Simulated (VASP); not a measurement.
# Pressure and energy of tetragonal In (I4/mmm) under even scaling of the cell, PBEsol static lattice

We calculate how the pressure and energy of tetragonal indium respond when the cell is made evenly smaller or larger. Indium serves as a soft solder, seal and thermal interface layer, and its resistance to a change of volume enters any estimate of the stress in such a joint. The calculations use PBEsol for a static lattice, with the axial ratio held fixed. Volume changes are measured from the fitted minimum of the energy at 25.56 Å³ per atom, and energies from the lowest point of the series. The pressure is the mean over the three directions, since the stress along the tetragonal axis differs slightly from that in the plane. Positive pressure means that the cell is compressed; negative pressure means that it is stretched and would contract if released.

## Calculations

A cell from a diffraction database, relaxed at this level and then scaled evenly, fractional positions kept. VASP 6.6.1, plane waves with PAW, PBEsol, cutoff 400 eV, k mesh 11×11×11, no spin polarisation, no spin-orbit coupling, static lattice. A Birch-Murnaghan fit to the energies has its minimum at 25.56 Å³ per atom.

Notes on method and selection:

- The pressure is that of a finite plane-wave basis, so it need not vanish exactly at the minimum of the energy.
- Only series whose fit has its minimum inside the range and an error under 0.5 meV per atom are shown.
- Where rows or columns differ in functional or spin-orbit coupling, non-spherical gradient terms in the PAW spheres (LASPH) may be on in some and off in others.
- Runs that did not converge, have known faults or may not be shown are not listed, and runs on Ansatz's PAW sets soft_1 and soft_2 are kept to separate tables.

Columns:

- volume change (%): volume relative to the fitted equilibrium volume.
- pressure (GPa): pressure from the stress tensor (positive: compressed).
- energy (meV/atom): energy per atom above the lowest point of the series.

Input lines of one member:

```
PREC = Accurate
ENCUT = 400
EDIFF = 1E-06
NELM = 100
ISMEAR = 1
SIGMA = 0.2
LREAL = .FALSE.
ALGO = Normal
GGA = PS
NBANDS = 12
LORBIT = 11
KPAR = 2
ISIF = 2
```

Command (options for logging and memory left out): `mpirun -np 2 vasp_std`

## The series

| member | volume change (%) | pressure (GPa) | energy (meV/atom) |
| --- | --- | --- | --- |
| 23.96 Å³ | −6.23 | 3.37 | 16.13 |
| 24.47 Å³ | −4.24 | 2.12 | 7.14 |
| 24.98 Å³ | −2.24 | 1.02 | 1.90 |
| 25.49 Å³ | −0.25 | 0.03 | 0.00 |
| 26.00 Å³ | 1.75 | −0.85 | 1.05 |
| 26.51 Å³ | 3.74 | ? | ? |
| 27.02 Å³ | 5.74 | −2.30 | 10.77 |

Cells marked ? are withheld until the estimate has been made.

pressure (GPa) against volume change (%), members shown:

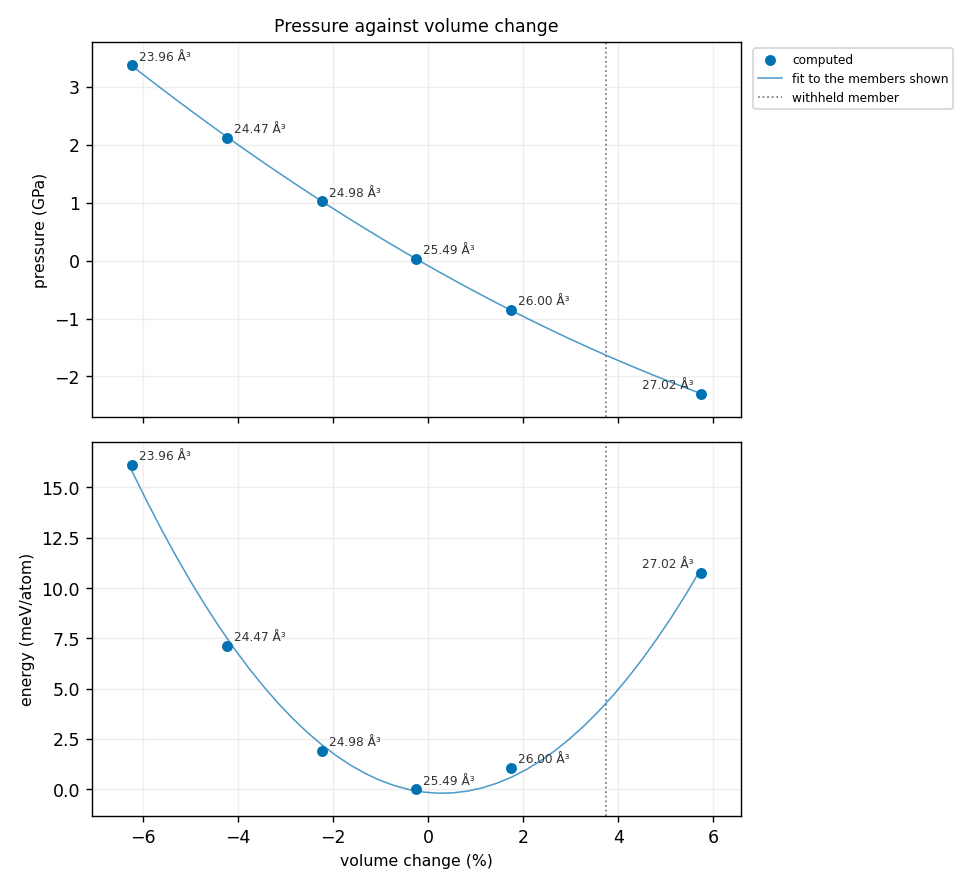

Least-squares fits to the members shown, with x = volume change (%); R² and errors in the fitted variable (y, or ln y where the fit is in ln y):

| y | members | fit | R² | rms residual | leave-one-out rms | the same for the mean of the others |
| --- | --- | --- | --- | --- | --- | --- |
| pressure (GPa) | 6 | y = −0.09003 − 0.4654 x + 0.01415 x² | 1.00 | 0.010 | 0.041 | 2.2 |
| energy (meV/atom) | 6 | y = −0.1677 − 0.2208 x + 0.3758 x² | 1.00 | 0.32 | 1.4 | 7.0 |

## Mechanism

Among the members shown, the pressure falls steadily from the smallest cell to the largest, and it falls more slowly as the cell grows. Between the two most compressed members the slope is (2.12 − 3.37) / (6.23 − 4.24) = −0.63 GPa per percent of volume; between 26.00 and 27.02 Å³ it is (−2.30 + 0.85) / (5.74 − 1.75) = −0.36 GPa per percent. Across the minimum, from 24.98 to 26.00 Å³, it is (−0.85 − 1.02) / (1.75 + 2.24) = −0.47 GPa per percent, which corresponds to a bulk modulus $B = -V\,dP/dV$ of about 47 GPa at this level.

The energy shows the same asymmetry. Divided by the square of the volume change, it is 16.13 / 6.23² = 0.42 meV per atom and squared percent at the compressed end, but 10.77 / 5.74² = 0.33 at the stretched end. A purely harmonic solid would give the same number on both sides.

The reason lies in how the competing energies of a simple metal scale with volume. The kinetic energy of the valence electrons rises on compression roughly as $V^{-2/3}$, while the electrostatic attraction that binds electrons and ions deepens only as about $V^{-1/3}$. Overlap of the ion cores adds a still steeper repulsion. Compression therefore stiffens the metal and expansion softens it. The columns show the change in stiffness, though not the share of each term.

The pressure does not vanish at the minimum of the energy. Interpolation to zero volume change gives 0.03 − 0.88 × 0.25 / 2.00 = −0.08 GPa. This has the sign expected of a finite plane-wave basis, whose stress is taken at a fixed set of plane waves and so comes out slightly too low. The offset matters for small pressures near equilibrium, but hardly for the slopes.

## Prediction

Plain estimates from the members shown:

- 26.51 Å³, fit at x = 3.74: −1.63 GPa
- 26.51 Å³, straight-line interpolation between 26.00 Å³ and 27.02 Å³: w = (3.74 − 1.75) / (5.74 − 1.75) = 0.499, so −0.85 + 0.499 × (−2.30 − (−0.85)) = −1.57 GPa

The member at 26.51 Å³ lies midway between two shown neighbours. The straight line between them gives −1.57 GPa, which must be too high, because the pressure curve bends upward and its chord runs above it. The curvature has to be included.

We use a parabola through the two neighbours and the next smaller cell, at 25.49 Å³. The volumes are spaced by 0.51 Å³, with one step missing, so the parabola reduces to

$$P(26.51) = P(26.00) + \tfrac{1}{3}\left[P(27.02) - P(25.49)\right].$$

This gives −0.85 + (−2.30 − 0.03) / 3 = −1.63 GPa, in agreement with the quadratic fit to all six members.

The same formula can be tried on two shown members with the same pattern of neighbours. For 25.49 Å³ it gives 1.02 + (−0.85 − 2.12) / 3 = 0.03 GPa, equal to the tabled value. For 24.98 Å³ it gives 2.12 + (0.03 − 3.37) / 3 = 1.01 GPa, against 1.02 GPa in the table. The misses are thus at most about 0.01 GPa, which we take as the error. The basis offset is already contained in the neighbouring pressures, so no further shift is applied.

**Committed estimate, 26.51 Å³: pressure = −1.63 ± 0.01 GPa.**

## How the estimate fared

| member | volume change (%) | pressure (GPa) | energy (meV/atom) |
| --- | --- | --- | --- |
| 26.51 Å³ | 3.74 | −1.62 | 4.74 |

| member | estimate | pressure (GPa) | computed | estimate − computed | miss in error bars |
| --- | --- | --- | --- | --- | --- |
| 26.51 Å³ | committed | −1.63 | −1.62 | −0.01 | 1.0 |
| 26.51 Å³ | fit | −1.63 | −1.62 | −0.01 |  |
| 26.51 Å³ | interpolation | −1.57 | −1.62 | +0.05 |  |

pressure (GPa) against volume change (%):

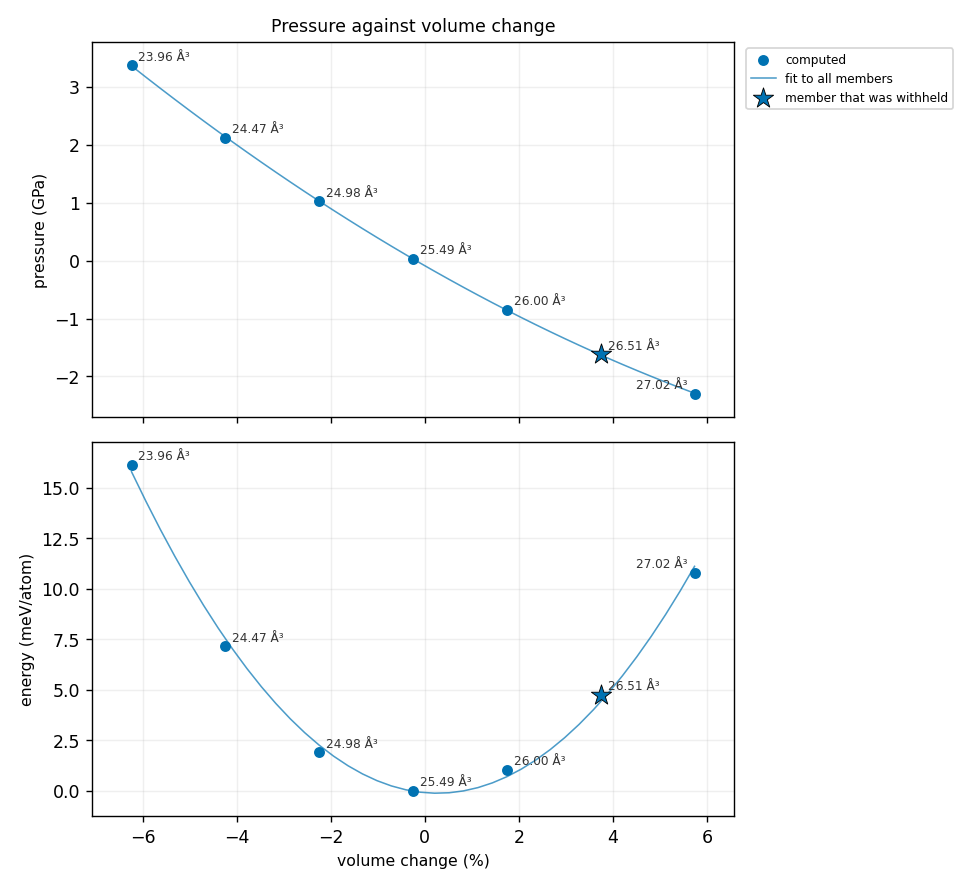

The computed pressure at 26.51 Å³ is −1.62 GPa, and our estimate of −1.63 GPa lies 0.01 GPa below it, at the edge of the error bar. The quadratic fit did equally well. The straight line between the neighbours missed by 0.05 GPa on the high side, as expected of a chord drawn over a curve that bends upward. Our own miss is no larger than the rounding of the pressures that entered the formula.

The argument from curvature therefore held. With the new member in place, the slope weakens from (−1.62 + 0.85) / (3.74 − 1.75) = −0.39 GPa per percent below 26.51 Å³ to (−2.30 + 1.62) / 2.00 = −0.34 above it, so the metal goes on softening as it is stretched. This fits the picture of repulsive terms that fade faster with volume than the attractive ones, but a smooth interpolation would have worked for any mechanism that gives a smooth curve.

## Where the trend breaks

Least-squares fits to the whole series, with x = volume change (%); R² and errors in the fitted variable (y, or ln y where the fit is in ln y):

| y | members | fit | R² | rms residual | leave-one-out rms | the same for the mean of the others |
| --- | --- | --- | --- | --- | --- | --- |
| pressure (GPa) | 7 | y = −0.08811 − 0.4649 x + 0.01415 x² | 1.00 | 0.010 | 0.027 | 2.2 |
| energy (meV/atom) | 7 | y = −0.09525 − 0.2038 x + 0.3758 x² | 1.00 | 0.33 | 0.89 | 6.3 |

Largest departures from the fit to the whole series:

| member | pressure (GPa) | fit | computed − fit | in rms residuals |
| --- | --- | --- | --- | --- |
| 24.47 Å³ | 2.12 | 2.14 | −0.02 | 1.7 |
| 23.96 Å³ | 3.37 | 3.36 | +0.01 | 1.2 |
| 27.02 Å³ | −2.30 | −2.29 | −0.01 | 0.9 |
| 26.51 Å³ | −1.62 | −1.63 | +0.01 | 0.9 |

None of the members stands out. The largest departure from the quadratic fit, at 24.47 Å³, is −0.02 GPa on a pressure of 2.12 GPa. In order of volume the listed departures are positive, negative, positive and negative, the pattern that a small cubic term left out of the fit would produce. They call for no separate physical cause.

## Closing remarks

Between −6.23 and +5.74 % in volume, a quadratic in the volume change describes the pressure with a leave-one-out error of 0.027 GPa, against 2.2 GPa for the mean of the others. A new volume inside this range can be estimated to a few hundredths of a GPa.

For small loads near equilibrium, the linear term of the fit is enough. An added hydrostatic pressure of 0.10 GPa (100 MPa) shrinks the volume by 0.10 / 0.4649 = 0.22 %, or about 0.07 % in each length, with the axial ratio fixed.

Thermal motion, which a static lattice leaves out, matters far more than the error of the fit. At room temperature it expands indium by very roughly 2 % in volume. With the linear slope above, this is equivalent to a thermal pressure of about +1 GPa at fixed volume. Thermal expansion also softens the metal.

[Logs are printed without paths, hosts, clocks, repeated set-up lines and the standing remarks that a program may print on its own settings, such as how far it seeks lower states.]
